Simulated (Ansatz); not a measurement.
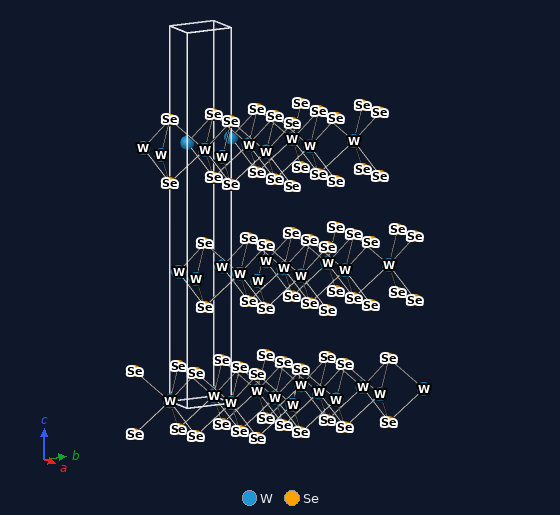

WSe₂ (space group R3m, No. 160). Coordinates: the input geometry of an electronic-structure calculation (not necessarily at equilibrium); the starting structure was generated, so it need not be a known form of this composition.

Bonds are taken as Se–W below 2.8 Å; no other contact counts. Atoms with one bond or none are removed and atoms with two bonds are replaced by edges, until no such atom is left.

**What kind of net remains, and which atoms are its nodes?**

A binodal (3,6)-connected, two-periodic (layers) net: Se is a 3-connected node; W is a 6-connected node, in the ratio 2:1.

**Does the net have a name?**

It is the net of the trigonal-prismatic layers of 2H-MoS2.

**How do the layers lie?**

The layers lie parallel to (001).

**How many nodes does the smallest cycle have?**

Four.

The simplified net, drawn on the atoms' positions. Nodes are coloured by element. One layer is drawn. Edges to nodes outside the piece are drawn as stubs.

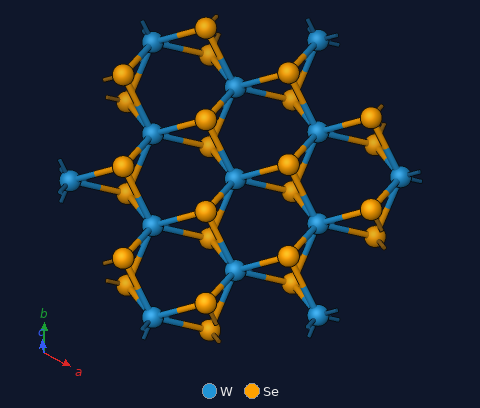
